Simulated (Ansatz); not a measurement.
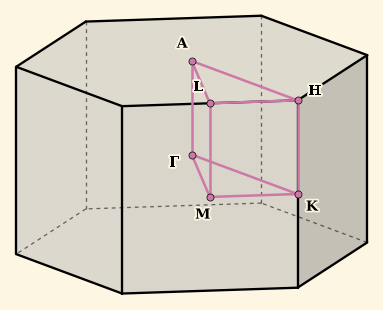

Crystal: PtSe2, a calculation's input that goes back to an entry of the Crystallography Open Database (an earlier step may have relaxed or displaced it). The figure shows the first Brillouin zone with its special points and a band path. Symmetry computed with spglib at a tolerance of 0.002 Å; standard conventional cell.

Labels and path follow the convention of Hinuma et al. (2017), as computed by seekpath.

**Which Bravais lattice has this zone?**

A primitive hexagonal lattice (hP; extended symbol hP2). The zone is a hexagonal prism in its combinatorial type: 8 faces (6 with 4 edges, 2 with 6 edges), 18 edges, 12 vertices.

**Write the standard path through the labelled points.**

Γ–M–K–Γ–A–L–H–A | L–M | H–K
